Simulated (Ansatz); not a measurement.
# What a change does: single-point calculation on Sc

System: Sc (I4/mmm, 1 atom in the cell).
Method of run A: DFT r2SCAN, scalar-relativistic, plane waves, PAW, no spin polarisation (Ansatz 0.2.0).

The structure derives from an entry of the Crystallography Open Database. Text and figures count atoms from 1; the logs count them from 0 in places.

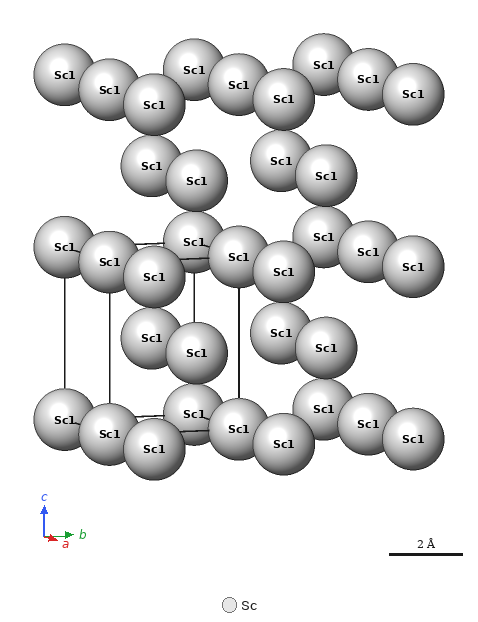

The structure (spheres-only view of the cell 2 times as large as that of the calculation, set on its symmetry axes, repeated 2 × 2 × 2, seen slightly off an axis; atoms are numbered from 1 in the order of the input).

### Input file, run A
```yaml
crystal:
  lattice:
    - [-1.879, 1.879, 2.3805]
    - [1.879, -1.879, 2.3805]
    - [1.879, 1.879, -2.3805]
  atoms:
    - { symbol: Sc, position: [0.0, 0.0, 0.0] }
basis:
  ecutwfc: 500
  fft_grid_basis: typed
kpoints:
  mp_grid: { grid: [12, 12, 12] }
hamiltonian:
  xc: r2scan
scf:
  occupations: { method: gaussian, width: 0.05 }
output:
  forces: true
  stress: true
  eigenvalues: true
  bader: true
  write_density: true
  volumetric_format: npy
  elf: true
```

Command:
```bash
ansatz run input.yaml --threads 1 --pin off --max-ram 2560MiB --backend cpu --events-out ev --progress --plain --runs-dir out
```

Hardware: 1 thread of Intel Xeon (Granite Rapids), 128 GiB of memory available, shared host.

### Output, shortened to warnings, some set-up lines, iterations and results (run A)
```
Basis set: ecut = 500 eV, 861 PW (Γ), exchange–correlation on 108×108×108 points (64 copies of the dense FFT grid, shifted against one another)
Symmetry: 16 space group operations
k-points: 163 of 1728
Initial density: superposition of atomic densities (neutral atoms: chi_scale 0, normalization atom), corrected by the library's trained network
[...]
SCF iter   1: F=—  HF=-2140.191814 eV  |F-HF|=—  |Δ(HF+E_count)|=         —  Δρ=1.14e-2  dr2=5.34e-2  dr2_τ=1.24e-3  ethr=1.77e-3  ⟨swp⟩=4.2  Hψ=9040  notcnv=0
SCF iter   2: F=—  HF=-2140.184852 eV  |F-HF|=—  |Δ(HF+E_count)|=   6.96e-3  Δρ=4.40e-3  dr2=9.54e-3  dr2_τ=3.62e-4  ethr=4.85e-4  ⟨swp⟩=2.0  Hψ=3595  notcnv=0  defer=51
SCF iter   3: F=—  HF=-2140.182886 eV  |F-HF|=—  |Δ(HF+E_count)|=   1.97e-3  Δρ=9.33e-4  dr2=1.74e-4  dr2_τ=3.94e-5  ethr=8.67e-5  ⟨swp⟩=2.8  Hψ=2876  notcnv=0  defer=51
SCF iter   4: F=—  HF=-2140.183065 eV  |F-HF|=—  |Δ(HF+E_count)|=   1.79e-4  Δρ=1.86e-4  dr2=6.07e-6  dr2_τ=5.62e-7  ethr=1.58e-6  ⟨swp⟩=3.0  Hψ=2729  notcnv=0  defer=51
SCF iter   5: F=—  HF=-2140.183073 eV  |F-HF|=—  |Δ(HF+E_count)|=   7.32e-6  Δρ=1.79e-5  dr2=4.67e-8  dr2_τ=1.04e-8  ethr=5.52e-8  ⟨swp⟩=3.0  Hψ=2484  notcnv=0  defer=51
SCF iter   6: F=-2140.183073 eV  HF=-2140.183073 eV  |F-HF|=5.92e-10  |Δ(HF+E_count)|=   1.42e-8  Δρ=3.46e-6  dr2=1.84e-9  dr2_τ=2.45e-10  ethr=4.24e-10  ⟨swp⟩=3.2  Hψ=6146  …
SCF 1 converged in 6 iterations: F = -2140.183073 eV  dr2 = 1.84e-9
SCF converged after 6 iterations
Free energy (F): -2140.183073 eV
Harris-Foulkes:  -2140.183073 eV  (|F-HF|=5.92e-10)
Internal energy: -2140.179559 eV  (E = F + TS)
E sigma→0 (E₀):  -2140.181316 eV
Entropy (-TS):   -0.003514 eV (-3.514 meV/atom)
Fermi energy:    6.233159 eV
--- Per-component energies (eV) ---
  E_band       = -220.751711
  E_kinetic    = 255.387897
  E_local      = -963.317315  (includes V_loc(G=0)·N_el)
  E_nonlocal   = 80.960593
  E_hartree    = 328.008036
  E_xc         = -98.045004
  E_vxc        = -138.577824  (∫ρ·V_xc dr)
  E_paw        = -963.372733  (= ΣΔE_a)
  E_vpaw       = -120.492277  (= ΣTr[D̂ρ^β])
  E_aug_tail   = 0.000005  (compensation charges beyond the density's cutoff)
  E_vtau       = 9.270418  (kinetic-family band-sum trace: ∫τ·v_τ [+ j·A + Jᵃ·Aᵃ] dr)
  E_ewald      = -779.562546
  E_core_change = -0.238492  (= ΣΔE_core)
  E_smearing   = -0.003514  (= −TS)
  E_closure    = 0.000000  (closes the sum)
  Σ components = -2140.183073   (vs F -2140.183073, Δ=0.00e0)
--- Forces (eV/Å), atoms counted from 1 ---
  atom   1  Sc    -0.00000000     0.00000000     0.00000000
  max |Σ_I F_I| component: 3.70e-32 eV/Å
--- Stress (GPa, compression-positive) ---
      -10.215333       0.000000       0.000000
        0.000000     -10.215333       0.000000
        0.000000       0.000000      -9.046966
  P = ⅓ Tr σ = -9.8259 GPa (-98.259 kbar)
--- Bader charges: 1 site ---
  site symbol  charge [e]  shift [e]
     0     Sc      0.0000     0.0000
  estimated error of the sums over rays = 7.4e-7 e
```

The input of run B differs as follows (lines with − go, lines with + come):
```diff
+total_charge: 0.1
-  elf: true
```

Predict how the results change.

The total energies belong to different systems, so their difference says nothing on which is more stable or more accurate. The pressure goes from −9.83 to −8.07 GPa. A charged cell is computed with a uniform neutralising background, so its energy and pressure depend on the cell and aren't those of a real crystal. The number of SCF iterations is the same.

### Output, shortened to warnings, some set-up lines, iterations and results (run B)
```
Basis set: ecut = 500 eV, 861 PW (Γ), exchange–correlation on 108×108×108 points (64 copies of the dense FFT grid, shifted against one another)
Symmetry: 16 space group operations
k-points: 163 of 1728
Initial density: superposition of atomic densities (neutral atoms scaled as one to the charged cell's electrons: chi_scale 0, normalization atom), corrected by the library's trained network
[...]
SCF iter   1: F=—  HF=-2140.801703 eV  |F-HF|=—  |Δ(HF+E_count)|=         —  Δρ=8.68e-3  dr2=2.22e-2  dr2_τ=1.20e-3  ethr=1.77e-3  ⟨swp⟩=4.2  Hψ=9082  notcnv=0
SCF iter   2: F=—  HF=-2140.803371 eV  |F-HF|=—  |Δ(HF+E_count)|=   1.67e-3  Δρ=3.56e-3  dr2=2.60e-3  dr2_τ=3.28e-4  ethr=2.03e-4  ⟨swp⟩=2.8  Hψ=3776  notcnv=0  defer=50
SCF iter   3: F=—  HF=-2140.806080 eV  |F-HF|=—  |Δ(HF+E_count)|=   2.71e-3  Δρ=9.10e-4  dr2=1.58e-4  dr2_τ=1.98e-5  ethr=2.39e-5  ⟨swp⟩=2.0  Hψ=2508  notcnv=0  defer=50
SCF iter   4: F=—  HF=-2140.806368 eV  |F-HF|=—  |Δ(HF+E_count)|=   2.88e-4  Δρ=6.63e-5  dr2=1.39e-6  dr2_τ=2.58e-7  ethr=1.45e-6  ⟨swp⟩=2.5  Hψ=2199  notcnv=0  defer=50
SCF iter   5: F=—  HF=-2140.806367 eV  |F-HF|=—  |Δ(HF+E_count)|=   1.19e-6  Δρ=1.94e-5  dr2=6.73e-8  dr2_τ=2.93e-9  ethr=1.27e-8  ⟨swp⟩=3.0  Hψ=2420  notcnv=0  defer=50
SCF iter   6: F=-2140.806367 eV  HF=-2140.806367 eV  |F-HF|=1.69e-9  |Δ(HF+E_count)|=   6.61e-8  Δρ=4.08e-6  dr2=3.21e-9  dr2_τ=1.06e-10  ethr=6.17e-10  ⟨swp⟩=2.9  Hψ=6120  …
SCF 1 converged in 6 iterations: F = -2140.806367 eV  dr2 = 3.21e-9
SCF converged after 6 iterations
Free energy (F): -2140.806367 eV
Harris-Foulkes:  -2140.806367 eV  (|F-HF|=1.69e-9)
Internal energy: -2140.802722 eV  (E = F + TS)
E sigma→0 (E₀):  -2140.804545 eV
Entropy (-TS):   -0.003645 eV (-3.645 meV/atom)
Fermi energy:    6.232826 eV
--- Per-component energies (eV) ---
  E_band       = -221.664891
  E_kinetic    = 254.168027
  E_local      = -962.589524  (includes V_loc(G=0)·N_el)
  E_nonlocal   = 80.486172
  E_hartree    = 327.332857
  E_xc         = -97.268717
  E_vxc        = -137.479359  (∫ρ·V_xc dr)
  E_paw        = -963.130503  (= ΣΔE_a)
  E_vpaw       = -120.142046  (= ΣTr[D̂ρ^β])
  E_aug_tail   = 0.000005  (compensation charges beyond the density's cutoff)
  E_vtau       = 9.226536  (kinetic-family band-sum trace: ∫τ·v_τ [+ j·A + Jᵃ·Aᵃ] dr)
  E_ewald      = -779.562546
  E_core_change = -0.238492  (= ΣΔE_core)
  E_smearing   = -0.003645  (= −TS)
  E_closure    = -0.000000  (closes the sum)
  E_deformation_potential = 1.233486  (in the stress; not in F)
  Σ components = -2140.806367   (vs F -2140.806367, Δ=0.00e0)
--- Forces (eV/Å), atoms counted from 1 ---
  atom   1  Sc    -0.00000000     0.00000000    -0.00000000
  max |Σ_I F_I| component: 3.39e-32 eV/Å
--- Stress (GPa, compression-positive) ---
       -8.422733       0.000000       0.000000
        0.000000      -8.422733       0.000000
        0.000000       0.000000      -7.354197
  P = ⅓ Tr σ = -8.0666 GPa (-80.666 kbar)
--- Bader charges: 1 site ---
  site symbol  charge [e]  shift [e]
     0     Sc      0.1000     0.0000
  estimated error of the sums over rays = 7.3e-7 e
```

### The two runs side by side

| quantity | run A | run B |
| --- | --- | --- |
| outcome | converged | converged |
| free energy per atom (eV) | −2140.1831 | −2140.8064 |
| energy per atom, smearing taken to zero (eV) | −2140.1813 | −2140.8045 |
| gap on the mesh (eV) | 0.00 | 0.00 |
| pressure (GPa) | −9.83 | −8.07 |
| largest force (eV/Å) | 0.000 | 0.000 |
| SCF iterations | 6 | 6 |
| irreducible k-points | 163 | 163 |
| plane waves at Γ | 861 | 861 |
| wall time (shared host) | 8.9 s | 7.4 s |

For run A: The cell is under a tension of 9.8 GPa at this level, so it is not at its equilibrium volume.
